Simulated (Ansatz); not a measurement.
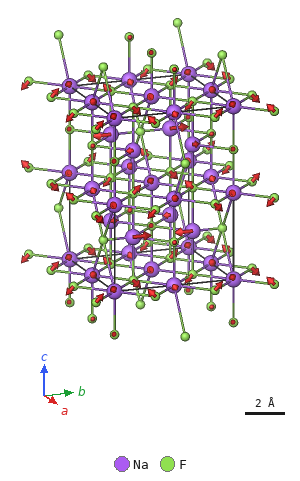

A relaxation of a defect cell of composition Na8F7 (cell charge +1) (started half-way along a vacancy jump, in the symmetry of that start). The starting structure is drawn; red arrows show the displacements, 3 times their true length.

Style: ball-and-stick. Shown: the conventional cell (2 times the calculation's cell), slightly off an axis. Lengths and directions refer to the drawn axes.

Computed with DFT PBE, scalar-relativistic, plane waves, PAW in Ansatz. (plane-wave cutoff 420 eV; k-point mesh 4 × 4 × 4; occupations gaussian; smearing width 0.05 eV; no spin polarisation; atoms relaxed in a fixed cell; force threshold 0.02 eV/Å; at most 60 steps)

Q: Describe the change and its energy.

A: The largest moves, 0.36 Å, are those of Na atoms. By element the largest moves are Na 0.36 Å, F 0.22 Å. The cell doesn't change. Near-neighbour distances that change, for instance: Na–Na 3.323 → 2.607 Å, F–Na 1.662 → 2.020 Å, Na–Na 3.323 → 3.039 Å, F–Na 2.350 → 2.174 Å. Among the angles between lasting bonds that change: F–Na–F 90.0° → 106.3°, Na–F–Na 90.0° → 73.7°, F–Na–F 180.0° → 164.8°. The energy falls by 2.740 eV per cell of the calculation in 4 accepted moves (5 points after the start). Largest force component: 5.5 eV/Å at the start, 0.0052 eV/Å at the end. 1 step only repeated the SCF at the same geometry. The run took roughly 110 core-seconds on a shared host.

Limits of the set-up: the periodic images lie only 6.6 Å apart, so the values are limited by the cell's size; the cell is charged, on a uniform background, and energies carry no finite-size correction.
